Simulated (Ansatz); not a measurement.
# AlNi3: what the electrons do

Space group Pm-3m; spin-polarised. Net moment 0.9 μB in the 4-atom cell of the calculation; other magnetic orders weren't tried. r2SCAN tends to overestimate the moments of metals. The cell comes from a database of computed structures, not from a measurement.

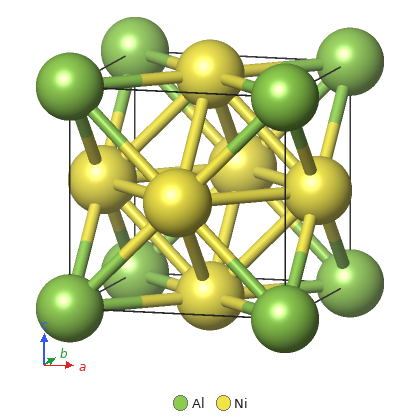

The conventional cell.

The calculation's input:

```
crystal:
  lattice:
    - [3.5230547267, 0.0, 0.0]
    - [0.0, 3.5230547267, 0.0]
    - [0.0, 0.0, 3.5230547267]
  atoms:
    - { symbol: Al, position: [0.0, 0.0, 0.0] }
    - { symbol: Ni, position: [0.0, 0.5, 0.5], spin: 2.0 }
    - { symbol: Ni, position: [0.5, 0.0, 0.5], spin: 2.0 }
    - { symbol: Ni, position: [0.5, 0.5, 0.0], spin: 2.0 }
magnetization:
  spin_polarized: true
basis:
  ecutwfc: 500
  fft_grid_basis: typed
kpoints:
  mp_grid: { grid: [10, 10, 10] }
hamiltonian:
  xc: r2scan
  pseudopotentials: { kind: paw }
scf:
  occupations: { method: gaussian, width: 0.05 }
output:
  forces: true
  stress: true
  eigenvalues: true
  bader: true
  write_density: true
  volumetric_format: npy
  populations: true
  elf: true
```

Launched as:

```sh
ansatz run input.yaml --threads 2 --pin off --max-ram 4096MiB --backend cpu --events-out ev --progress --plain --runs-dir out
```

The picture shows the conventional cell (a = 3.52 Å, b = 3.52 Å, c = 3.52 Å, α = 90.00°, β = 90.00°, γ = 90.00°).

These are results of DFT r2SCAN, scalar-relativistic, plane waves, PAW (Ansatz), not measurements.

Core electrons are frozen (PAW), so the maps are meaningful between the atoms, not at the nuclei.

### 1. Bonding charge

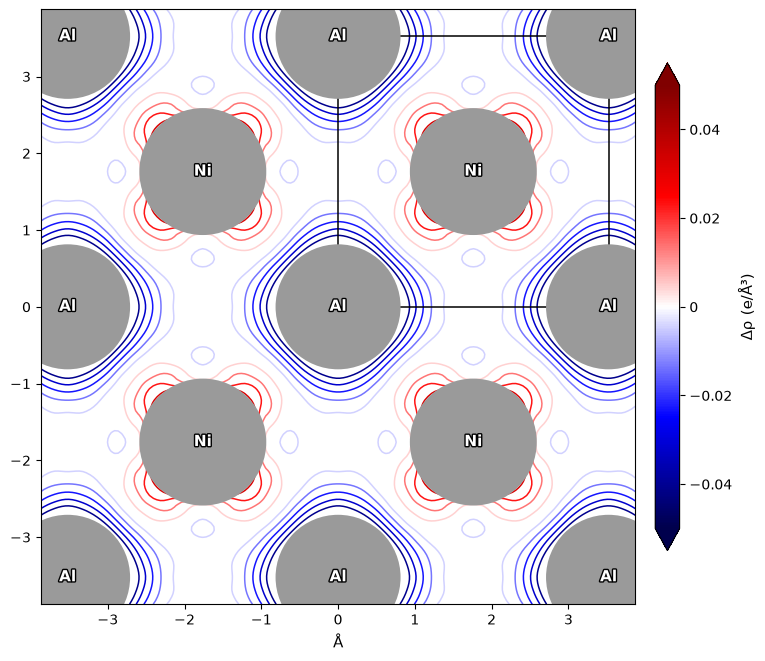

*Deformation density (self-consistent density less superposed neutral spherical atoms): a map on the (001) plane of the conventional cell, with grey discs over the atomic cores. Cores are masked to 0.8 Å (Al) and 0.8 Å (Ni).*

Q: Read the map: where is density gained and where lost?

A: Al–Ni (2.49 Å): Δρ is about zero at the midpoint.
Ni–Ni (2.49 Å): Δρ is +0.013 e/Å³ at the midpoint (this contact isn't in the plane drawn).
Over the whole cell, outside the masked cores, the largest gain lies at the edge of the masked core of Ni, and the largest loss lies at the edge of the masked core of Al.
In all about 0.12 e an atom is rearranged against the free atoms.
Bader charges: Al +2.06 and Ni −0.69 e. Among metals such charges hang on how the charge between the atoms is shared out.

### 2. Moving an atom

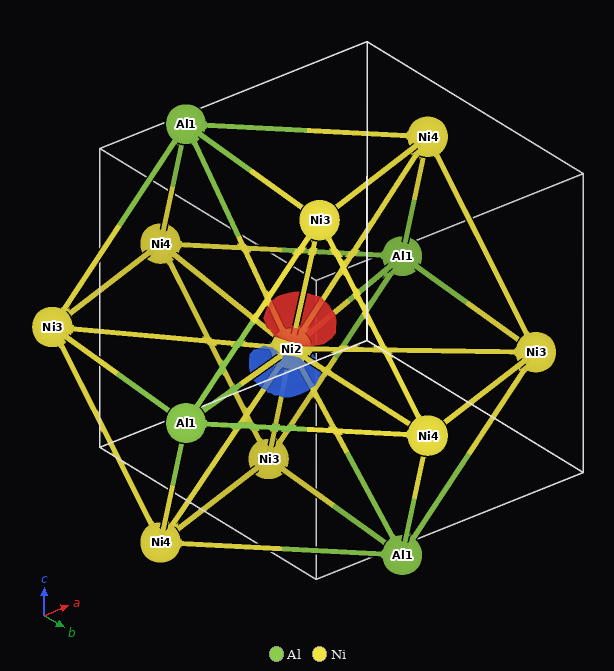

AlNi3: one atom of the 4-atom cell (and its periodic copies) was moved a little. Density after less density before, blue at +4 and red at −4 e/Å³, seen at an oblique angle; cell a = 3.52 Å, b = 3.52 Å, c = 3.52 Å, α = 90.00°, β = 90.00°, γ = 90.00°. The lobes lie largely inside the PAW sphere, where the density is a smoothed one.

Q: Find the displaced atom and its direction.

A: Ni2 moved towards the blue lobe, downwards in the picture. In the run the shift was 0.10 Å along [−2 1 −2] in the axes of the cell drawn.

Q: What restoring force does the calculation give for this move?

A: The force on it changes by 1.02 eV/Å along the move, against it: a stiffness of about 10 eV/Å² for this sublattice shift.

### 3. Change of volume

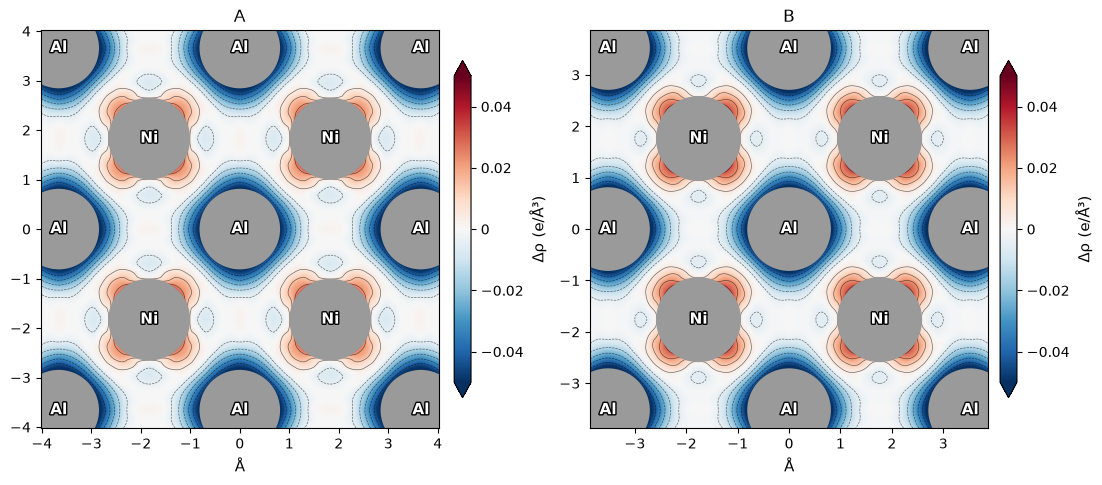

AlNi3: deformation density on the (001) plane of the conventional cell at two volumes, with the same fractional coordinates and one colour scale. Grey discs cover the cores.

Q: Which panel is the larger cell, by how much, and what changes?

A: A is the larger cell: A has 112 % of the volume of B.
- From B to A, Al–Ni goes from 2.49 to 2.59 Å, and Δρ at its midpoint stays at about zero.
- The pressure is 1 GPa in B and −17 GPa in A.
- The rearranged charge is 0.12 e an atom in B and 0.12 e in A.
- The net moment is 0.91 μB a cell in B and 0.99 μB in A.

### 4. Putting it together

The two pressures give a mean stiffness −ΔP/Δln V of about 158 GPa over this range, with the atoms held at their fractional positions.

Run times: 14 s (base cell), 120 s (moved atom) and 12 s (scaled cell), on 2 threads of AMD EPYC 9R45 96-Core Processor (Zen 5) (shared host).
